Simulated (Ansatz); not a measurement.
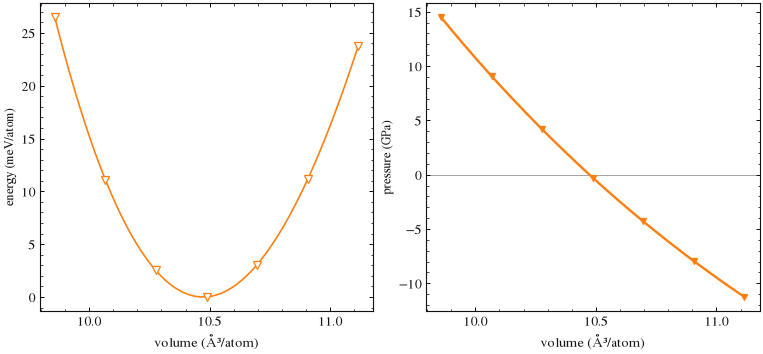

The plot gives the computed energy and pressure against volume for SiC, space group P6_3mc (No. 186).

Cell as given: a = 3.095 Å, b = 3.095 Å, c = 15.170 Å, α = 90.00°, β = 90.00°, γ = 120.00°; 12 atoms.

How it was computed, with Ansatz 0.2.0: plane-wave DFT, no spin polarisation; energies at scaled volumes of the given cell, shape and fractions fixed, counted from the fit's minimum, third-order Birch-Murnaghan fit. Level: PBE.

| setting | value |
| --- | --- |
| k mesh | 10×10×2 |
| occupations | Fermi–Dirac |
| smearing width | 0.05 eV |
| potentials | JTH PAW |
| wave cutoff | 780 eV |
| density cutoff | 6240 eV |

**What equilibrium volume and bulk modulus follow from the curve?**

A third-order Birch–Murnaghan fit gives V0 = 10.47 Å³/atom, B0 = 213 GPa and B′ = 3.9.

**What does the pressure do across the range?**

It falls from 14.49 GPa at volume 9.86 Å³/atom to −11.26 GPa at 11.12 Å³/atom, and changes sign near 10.47 Å³/atom.

Limits of the calculation: shape and atomic fractions are frozen while scaling, which makes layered, chain and framework solids too stiff.
